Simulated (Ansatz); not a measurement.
SiNi$_{3}$

Input file:

```
crystal:
  lattice:
    - [3.4536657535, 0.0, 0.0]
    - [0.0, 3.4536657535, 0.0]
    - [0.0, 0.0, 3.4536657535]
  atoms:
    - { symbol: Si, position: [0.0, 0.0, 0.0] }
    - { symbol: Ni, position: [0.0, 0.5, 0.5] }
    - { symbol: Ni, position: [0.5, 0.0, 0.5] }
    - { symbol: Ni, position: [0.5, 0.5, 0.0] }
basis:
  ecutwfc: 420
kpoints:
  mp_grid: { grid: [14, 14, 14] }
hamiltonian:
  xc: pbe
scf:
  occupations: { method: gaussian, width: 0.1 }
output:
  forces: true
  stress: true
  eigenvalues: true
  write_density: true
  write_potential: true
  elf: true
  volumetric_format: npy
```

Run with:

```sh
ansatz run input.yaml --threads 1 --pin off --max-ram 2560MiB --backend cpu --events-out ev --progress --plain --runs-dir out
```

Below, planes, directions and counts refer to the conventional cell (a = 3.45 Å, b = 3.45 Å, c = 3.45 Å, α = 90.00°, β = 90.00°, γ = 90.00°).

Space group Pm-3m; changed on purpose from its base cell (equal strain along all axes, cell held, atoms relaxed: -1.5 %); computed pressure about 11 GPa in this cell; computed without spin polarisation.

All numbers below come from DFT PBE, scalar-relativistic, plane waves, PAW (Ansatz).

The density is the valence pseudo-density of a PAW calculation; it isn't the true density close to the nuclei.

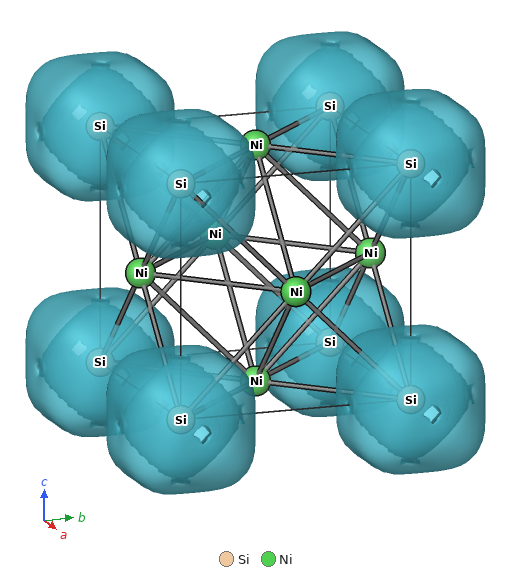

Figure 1. Isosurface of the ELF at 0.55 (cyan), seen slightly off an axis. Core shells and regions of very low density are left out. Sticks mark near contacts.

What do the ELF domains correspond to?

The ELF exceeds this value in one region wrapped around Si (its valence shell), counted in one cell of 4 atoms. Regions shared between cells count once. Along the contacts the grid gives the following. Si–Ni (2.44 Å): the ELF peaks at about 0.65 in the valence shell of Si, 0.9 Å from its nucleus, and is about 0.40 at the midpoint. Ni–Ni (2.44 Å): the ELF is about 0.25 at the midpoint (no localised pair shows between them).

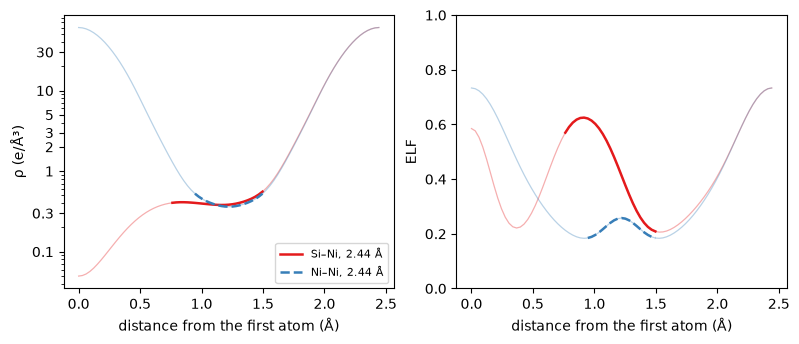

Figure 2. Valence pseudo-density and ELF along straight lines between neighbouring atoms. Thin, pale parts lie inside the atomic spheres.

What can be read from the curves?

Si–Ni (2.44 Å): the density is about 0.38 e/Å³ at the midpoint; the ELF peaks at about 0.65 in the valence shell of Si, 0.9 Å from its nucleus, and is about 0.40 at the midpoint.
Ni–Ni (2.44 Å): the density is about 0.36 e/Å³ at the midpoint; the ELF is about 0.25 at the midpoint: no localised pair shows between them.

Does the calculation give a band gap?

It is metallic or semimetallic at this level of theory: no gap opens.
